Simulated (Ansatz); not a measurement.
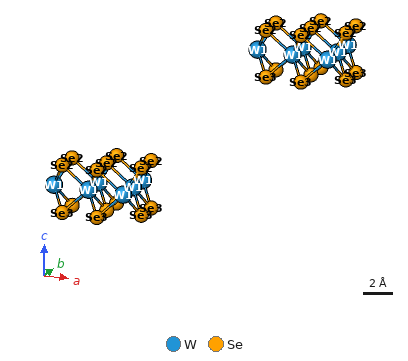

Two geometries of crystalline WSe₂ (set up in P-6m2), drawn at one scale. One is the start of a relaxation, the other its converged end. The picture is a ball-and-stick view of the atoms within 5.0 Å of the atom that moves most (axes of the cell of the calculation), seen slightly off an axis.

Theory: Ansatz, DFT PBE+D3(BJ), scalar-relativistic, plane waves, PAW. (plane-wave cutoff 420 eV; k-point mesh 12 × 12 × 2; occupations gaussian; smearing width 0.02 eV; no spin polarisation; cell and atoms relaxed; force threshold 0.005 eV/Å; at most 80 steps)

**Which one is relaxed?**

The left one is the relaxed one. The largest moves relative to the cell, 0.98 Å, are those of Se2 and Se3. Se3 goes along −c. W stays in place. The volume changes by −58.6 %, with a = b 3.318 → 3.278 Å (−1.2 %), c 16.658 → 7.057 Å (−57.6 %). The space group stays P-6m2 (No. 187). After 24 accepted moves (26 points after the start) the energy has fallen by 75.9 meV per atom. The largest force component goes from 0.18 to 0.0021 eV/Å. The pressure goes from −0.22 to −0.02 GPa. The line search rejected the trial step at point 1 of the run. The SCF was repeated once at an unchanged geometry on a basis and grid sized afresh for the cell, which shifted the energy by 0.7 meV per atom at most. The run took 87 s on 4 threads of Arm Neoverse V2 (shared host), peak memory 0.55 GiB.
